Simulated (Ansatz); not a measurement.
## GeSi$_{5}$: geometry relaxation (part 2 of 2)

GeSi$_{5}$ (P-62m, 6 atoms in the cell); DFT PBE, scalar-relativistic, plane waves, PAW, no spin polarisation (Ansatz 0.2.0); cutoff 420 eV, 12×12×8 k-mesh, Gaussian smearing of 0.1 eV. The structure was made by a generator, so it may or may not be a known phase.

Geometry of the input (Å; fractional positions):
```
4.8954  0.0000  0.0000
-2.4477  4.2395  0.0000
0.0000  0.0000  4.5902
Si 0.6667  0.3333  0.0000
Si 0.3333  0.6667  0.0000
Si 0.3333  0.0000  0.5000
Si 0.0000  0.3333  0.5000
Si 0.6667  0.6667  0.5000
Ge 0.0000  0.0000  0.0000
```

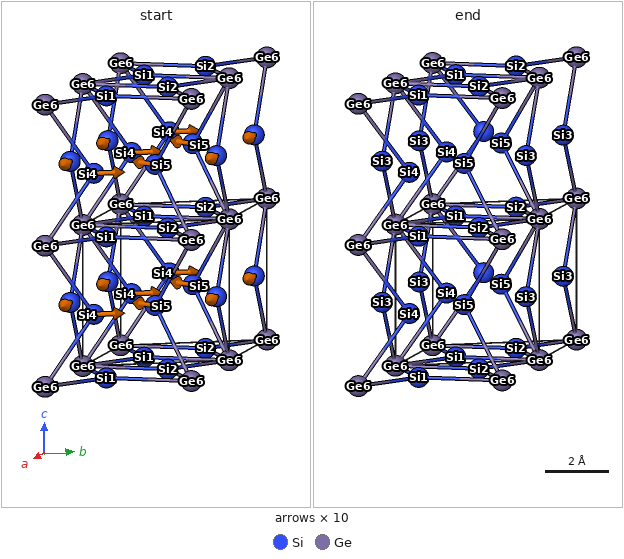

*Before (left) and after (right) the relaxation, at one scale (ball-and-stick view of the cell of the calculation, repeated 2 × 1 × 2, seen slightly off an axis). The orange arrows give the displacements (without the part carried along by the change of the cell), magnified 10 times.*

The largest moves relative to the cell, 0.11 Å, are those of Si3, Si4 and Si5. Ge stays in place. The volume changes by −3.2 %, with a = b 4.895 → 4.814 Å (−1.7 %), c 4.590 → 4.594 Å (+0.1 %). Among the contacts that change: Si3–Ge6 2.816 → 2.864 Å, Si1–Ge6 2.826 → 2.780 Å. Among the angles that change: Ge6–Si4–Ge6 109.2° → 106.6°. The space group stays P-62m (No. 189). The energy falls by 79.3 meV per cell of the calculation in 5 geometry steps. The largest force component goes from 0.29 to 0.0022 eV/Å. The pressure goes from −2.53 to 0.00 GPa. A last SCF at the same geometry on a re-selected plane-wave basis shifts the energy by +0.5 meV per cell of the calculation. (Atoms are counted from 1 in the order of the input.)

```
basis re-selected at this cell: Δ(F+E_penalty+E_count) = +4.959e-4 eV, ΔP = -0.008 GPa vs the last step (what re-selecting the basis moved, of the pressure what is left beyond the Pulay correction that the steps carried, after the strain that the cell walked since its last selection, with what the two solves' SCF thresholds leave and, on support functions, any second-order correction that the steps lacked; it is no measure of the basis error at this ecutwfc). This SCF's stress stands 4.01e-2 GPa from its target on what of the cell is left free (relax.cell.stress_tol is 5.00e-2 GPa) and its largest allowed force component is 2.23e-3 eV/Å (relax.f_tol is 1.00e-2 eV/Å): within both
SCF converged after 5 iterations
Free energy (F): -7470.866499 eV
Harris-Foulkes:  -7470.866499 eV  (|F-HF|=3.64e-12)
Internal energy: -7470.852794 eV  (E = F + TS)
E sigma→0 (E₀):  -7470.859646 eV
Entropy (-TS):   -0.013705 eV (-2.284 meV/atom)
Fermi energy:    10.648763 eV
--- Per-component energies (eV) ---
  E_band       = -19.050916
  E_kinetic    = 312.722048
  E_local      = -2660.260820  (includes V_loc(G=0)·N_el)
  E_nonlocal   = 543.221164
  E_hartree    = 1202.424932
  E_xc         = -355.020718
  E_vxc        = -302.783698  (∫ρ·V_xc dr)
  E_paw        = -4577.396774  (= ΣΔE_a)
  E_vpaw       = -316.799762  (= ΣTr[D̂ρ^β])
  E_aug_tail   = 0.000335  (compensation charges beyond the density's cutoff)
  E_ewald      = -1936.542961
  E_smearing   = -0.013705  (= −TS)
  E_closure    = 0.000000  (closes the sum)
  Σ components = -7470.866499   (vs F -7470.866499, Δ=0.00e0)
--- Forces (eV/Å), atoms counted from 1 ---
  atom   1  Si    -0.00000000     0.00000000     0.00000000
  atom   2  Si    -0.00000000    -0.00000000     0.00000000
  atom   3  Si    -0.00223476     0.00000000     0.00000000
  atom   4  Si     0.00111738    -0.00193536     0.00000000
  atom   5  Si     0.00111738     0.00193536     0.00000000
  atom   6  Ge    -0.00000000    -0.00000000     0.00000000
  max |Σ_I F_I| component: 5.85e-17 eV/Å
--- Stress (GPa, compression-positive) ---
       -0.013278      -0.000000      -0.000000
       -0.000000      -0.013278      -0.000000
       -0.000000      -0.000000       0.040106
  P = ⅓ Tr σ = 0.0045 GPa (0.045 kbar)
--- Band table (eV; the first three rows and the last of 95) ---
  k-point 0: bands = ["-14.0988", "-14.0988", "-14.0964", "-14.0906", "-14.0906", "-3.4489", "2.6945", "3.9889", "4.1975", "4.5975", "4.5975", "4.6843", "5.7666", "5.7666", "10.6354", "10.8137", "10.9089", "10.9089", "11.1418", "11.1418", "11.2108", "11.2108", "11.2234"]
  k-point 1: bands = ["-14.0988", "-14.0988", "-14.0961", "-14.0907", "-14.0907", "-3.3413", "1.6912", "4.3011", "4.4852", "4.7028", "4.7028", "5.4840", "5.8692", "5.8692", "9.2265", "9.6594", "9.6594", "9.8304", "10.3741", "10.3741", "12.3924", "12.8264", "12.8264"]
  k-point 2: bands = ["-14.0988", "-14.0988", "-14.0953", "-14.0909", "-14.0909", "-3.0193", "0.3852", "4.6108", "4.8209", "5.0179", "5.0179", "6.1757", "6.1757", "7.3210", "7.9167", "8.3448", "8.3448", "8.5124", "9.3231", "9.3231", "14.1957", "14.6173", "14.6173"]
  k-point 94: bands = ["-14.0981", "-14.0981", "-14.0932", "-14.0917", "-14.0917", "0.6465", "0.9093", "0.9093", "1.0782", "1.0782", "1.7370", "8.8793", "9.2038", "9.2038", "9.3537", "9.3537", "9.3666", "13.9791", "13.9791", "14.0556", "14.0556", "14.6451", "14.7292"]
--- Relaxed structure (6 steps of the walk, 6 accepted, 1 SCFs on fresh bases) ---
  F+E_penalty+E_count = -7470.86649858 eV   max|allowed force component| = 2.235e-3 eV/Å   (the final SCF, on the basis selected at the relaxed cell)
  cell:  # Å, volume = 92.2111 Å³
    - [4.814296697107307, -2.8389356141193427e-9, -8.40525212255507e-28]
    - [-2.4071483460950627, 4.169303242469912, 1.2343879715496934e-18]
    - [-1.2775555813346458e-32, 1.3364773408370928e-18, 4.5939567700803305]
  atoms:
    - { symbol: Si, position: [0.6666666666666666, 0.3333333333333333, -5.055566104016494e-34] }
    - { symbol: Si, position: [0.3333333333333333, 0.6666666666666666, 2.6481536735324493e-34] }
    - { symbol: Si, position: [0.3553513755552195, -5.471959523574608e-19, 0.4999999999999999] }
    - { symbol: Si, position: [2.7675437684768353e-17, 0.35535137555521956, 0.4999999999999999] }
    - { symbol: Si, position: [0.6446486244447804, 0.6446486244447803, 0.4999999999999999] }
    - { symbol: Ge, position: [-4.0414032447124296e-19, -2.4721209025802924e-19, 7.863060996666459e-35] }
```

## Trajectory as extended XYZ (Å, eV, eV/Å), 7 frames, from step=1 to step=7
```
6
Lattice="4.8954 0.0000 0.0000 -2.4477 4.2395 0.0000 0.0000 0.0000 4.5902" Properties=species:S:1:pos:R:3:forces:R:3 step=1 energy=-7470.78770 pressure_GPa=-2.53
Si    2.4477    1.4132    0.0000    0.0000   0.0000   0.0000
Si    0.0000    2.8264    0.0000    0.0000   0.0000   0.0000
Si    1.6318    0.0000    2.2951    0.2916   0.0000   0.0000
Si   -0.8159    1.4132    2.2951   -0.1458   0.2525   0.0000
Si    1.6318    2.8264    2.2951   -0.1458  -0.2525   0.0000
Ge    0.0000    0.0000    0.0000    0.0000   0.0000   0.0000
6
Lattice="4.8224 0.0000 0.0000 -2.4112 4.1763 0.0000 0.0000 0.0000 4.5646" Properties=species:S:1:pos:R:3:forces:R:3 step=2 energy=-7470.84770 pressure_GPa=0.09
Si    2.4112    1.3921    0.0000    0.0000   0.0000   0.0000
Si    0.0000    2.7842    0.0000    0.0000   0.0000   0.0000
Si    1.6471    0.0000    2.2823    0.1800   0.0000   0.0000
Si   -0.8236    1.4264    2.2823   -0.0900   0.1559   0.0000
Si    1.5876    2.7499    2.2823   -0.0900  -0.1559   0.0000
Ge    0.0000    0.0000    0.0000    0.0000   0.0000   0.0000
6
Lattice="4.7927 0.0000 0.0000 -2.3963 4.1506 0.0000 0.0000 0.0000 4.5992" Properties=species:S:1:pos:R:3:forces:R:3 step=3 energy=-7470.86528 pressure_GPa=0.58
Si    2.3963    1.3835    0.0000    0.0000   0.0000   0.0000
Si    0.0000    2.7671    0.0000    0.0000   0.0000   0.0000
Si    1.6848    0.0000    2.2996    0.0246   0.0000   0.0000
Si   -0.8424    1.4591    2.2996   -0.0123   0.0213   0.0000
Si    1.5540    2.6915    2.2996   -0.0123  -0.0213   0.0000
Ge    0.0000    0.0000    0.0000    0.0000   0.0000   0.0000
6
Lattice="4.8067 0.0000 0.0000 -2.4033 4.1627 0.0000 0.0000 0.0000 4.6094" Properties=species:S:1:pos:R:3:forces:R:3 step=4 energy=-7470.86689 pressure_GPa=-0.03
Si    2.4033    1.3876    0.0000    0.0000   0.0000   0.0000
Si    0.0000    2.7751    0.0000    0.0000   0.0000   0.0000
Si    1.6998    0.0000    2.3047    0.0081   0.0000   0.0000
Si   -0.8499    1.4721    2.3047   -0.0041   0.0070   0.0000
Si    1.5534    2.6906    2.3047   -0.0041  -0.0070   0.0000
Ge    0.0000    0.0000    0.0000    0.0000   0.0000   0.0000
6
Lattice="4.8079 0.0000 0.0000 -2.4040 4.1638 0.0000 0.0000 0.0000 4.6065" Properties=species:S:1:pos:R:3:forces:R:3 step=5 energy=-7470.86695 pressure_GPa=-0.01
Si    2.4040    1.3879    0.0000    0.0000   0.0000   0.0000
Si    0.0000    2.7758    0.0000    0.0000   0.0000   0.0000
Si    1.7024    0.0000    2.3033    0.0045   0.0000   0.0000
Si   -0.8512    1.4743    2.3033   -0.0022   0.0039   0.0000
Si    1.5528    2.6895    2.3033   -0.0022  -0.0039   0.0000
Ge    0.0000    0.0000    0.0000    0.0000   0.0000   0.0000
6
Lattice="4.8143 0.0000 0.0000 -2.4071 4.1693 0.0000 0.0000 0.0000 4.5940" Properties=species:S:1:pos:R:3:forces:R:3 step=6 energy=-7470.86700 pressure_GPa=0.01
Si    2.4071    1.3898    0.0000    0.0000   0.0000   0.0000
Si    0.0000    2.7795    0.0000    0.0000   0.0000   0.0000
Si    1.7108    0.0000    2.2970   -0.0023   0.0000   0.0000
Si   -0.8554    1.4816    2.2970    0.0012  -0.0020   0.0000
Si    1.5518    2.6877    2.2970    0.0012   0.0020   0.0000
Ge    0.0000    0.0000    0.0000    0.0000   0.0000   0.0000
6
Lattice="4.8143 0.0000 0.0000 -2.4071 4.1693 0.0000 0.0000 0.0000 4.5940" Properties=species:S:1:pos:R:3:forces:R:3 step=7 energy=-7470.86650 pressure_GPa=0.00
Si    2.4071    1.3898    0.0000    0.0000   0.0000   0.0000
Si    0.0000    2.7795    0.0000    0.0000   0.0000   0.0000
Si    1.7108    0.0000    2.2970   -0.0022   0.0000   0.0000
Si   -0.8554    1.4816    2.2970    0.0011  -0.0019   0.0000
Si    1.5518    2.6877    2.2970    0.0011   0.0019   0.0000
Ge    0.0000    0.0000    0.0000    0.0000   0.0000   0.0000
```

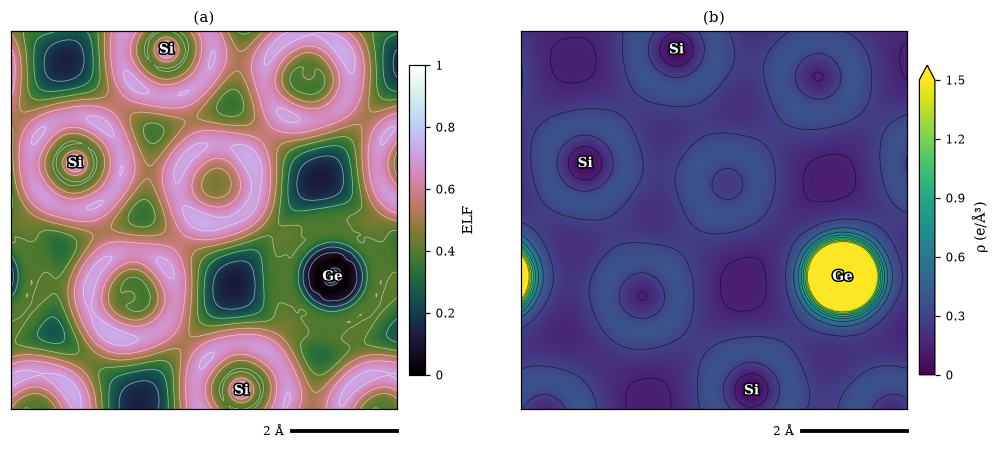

*(a) electron localisation function; (b) valence charge density (pseudo) on the (111) plane of the conventional cell.*

Si–Ge (2.78 Å): the density is about 0.26 e/Å³ at the midpoint; the ELF is about 0.45 at the midpoint. Away from the nuclei the density in this plane falls to 0.11 e/Å³ at its lowest. In a PAW calculation such maps are meaningful between the atoms, not at the nuclei.

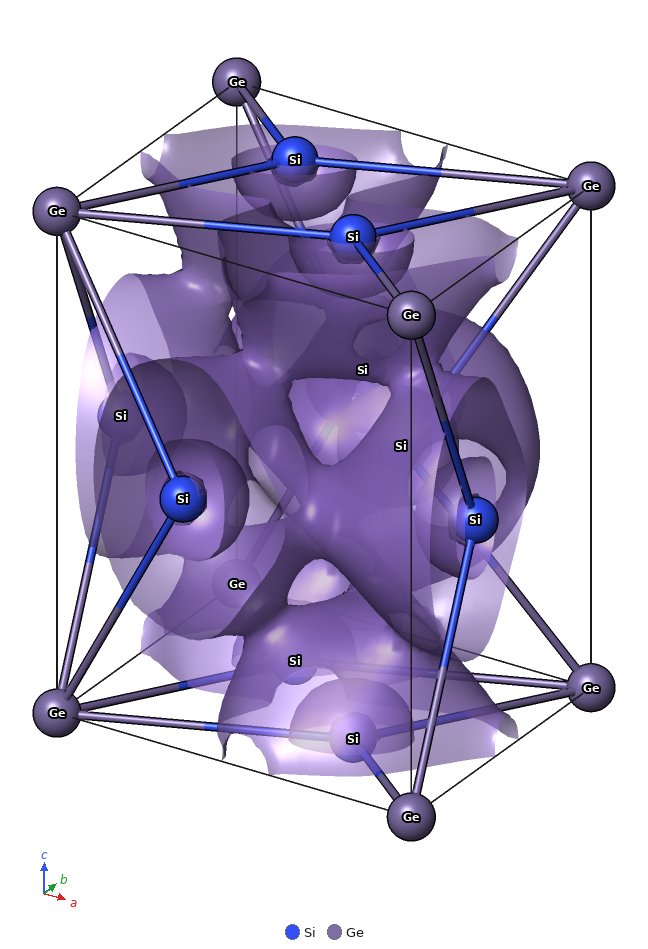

*Isosurface of the ELF at 0.5 (purple), seen slightly off an axis. Only the valence region is drawn (cores and ρ < 0.01 e/Å³ removed). Sticks mark near contacts. The outline is the cell set on symmetry axes.*

Along the contacts the grid gives the following. Si–Ge (2.78 Å): the ELF is about 0.45 at the midpoint. Si–Ge (2.86 Å): the ELF is about 0.40 at the midpoint.

## Results in brief

```csv
quantity,value
outcome,converged
space group (tolerance 0.01 Å),P-62m (189)
electrons treated,34
free energy,−7470.8665 eV
Fermi energy,10.649 eV
gap on the k-point mesh,none (metallic)
pressure,0.00 GPa
final volume,92.21 Å³
largest force (length of the vector) at the end,0.002 eV/Å
final cell,"a = 4.814 Å, b = 4.814 Å, c = 4.594 Å, α = 90.00°, β = 90.00°, γ = 120.00°"
wall time,3.1 min
peak memory,0.5 GiB
```
